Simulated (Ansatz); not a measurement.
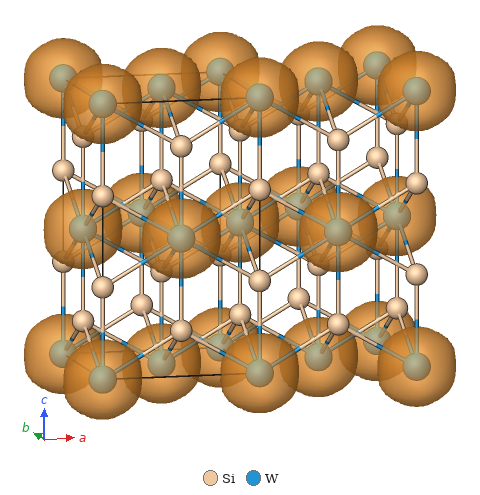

Figure. Si₂W. Isosurface of the valence charge density (pseudo) at 0.5 e/Å³ (orange), seen slightly off an axis. Sticks mark near contacts.

Space group I4/mmm.

Theory: DFT PBEsol, scalar-relativistic, plane waves, PAW (Ansatz 0.2.0).

Input

```
crystal:
  lattice:
    - [3.2024995622, -3.2024995622, 0.0]
    - [-3.2024995622, -3.2024995622, 0.0]
    - [0.0, 0.0, -7.8157325289]
  atoms:
    - { symbol: Si, position: [0.0, 0.5, 0.165501055] }
    - { symbol: Si, position: [0.5, 0.5, 0.665501055] }
    - { symbol: Si, position: [0.5, 1.0, 0.165501055] }
    - { symbol: Si, position: [0.0, 1.0, 0.665501055] }
    - { symbol: Si, position: [0.0, 0.0, 0.334498945] }
    - { symbol: Si, position: [0.5, 0.0, 0.834498945] }
    - { symbol: Si, position: [0.5, 0.5, 0.334498945] }
    - { symbol: Si, position: [0.0, 0.5, 0.834498945] }
    - { symbol: W, position: [0.0, 0.0, 0.0] }
    - { symbol: W, position: [0.5, 0.0, 0.5] }
    - { symbol: W, position: [0.5, 0.5, 0.0] }
    - { symbol: W, position: [0.0, 0.5, 0.5] }
basis:
  ecutwfc: 420
kpoints:
  mp_grid: { grid: [8, 8, 4] }
hamiltonian:
  xc: pbesol
scf:
  occupations: { method: gaussian, width: 0.1 }
output:
  forces: true
  stress: true
  eigenvalues: true
  write_density: true
  write_potential: true
  elf: true
  volumetric_format: npy
relax:
  adjacent_minimum: "off"
  f_tol: 0.015
  max_steps: 60
  cell: { stress_tol: 0.15 }
```

Command:

```sh
ansatz run input.yaml --threads 2 --pin off --max-ram 5120MiB --backend cpu --events-out ev --progress --plain --runs-dir out
```

What does this surface tell about the bonding?

At this value the density breaks into separate islands; it holds about 50 % of the electrons treated as valence (semicore included). It bridges none of the near contacts. It is pinched off along the sampled Si–W (2.61 Å) contacts. On the grid the lowest density along these lines, outside the cores, is 0.42 e/Å³ (Si–W, 2.61 Å).

Does the calculation give a band gap?

It is metallic or semimetallic at this level of theory: no gap opens.
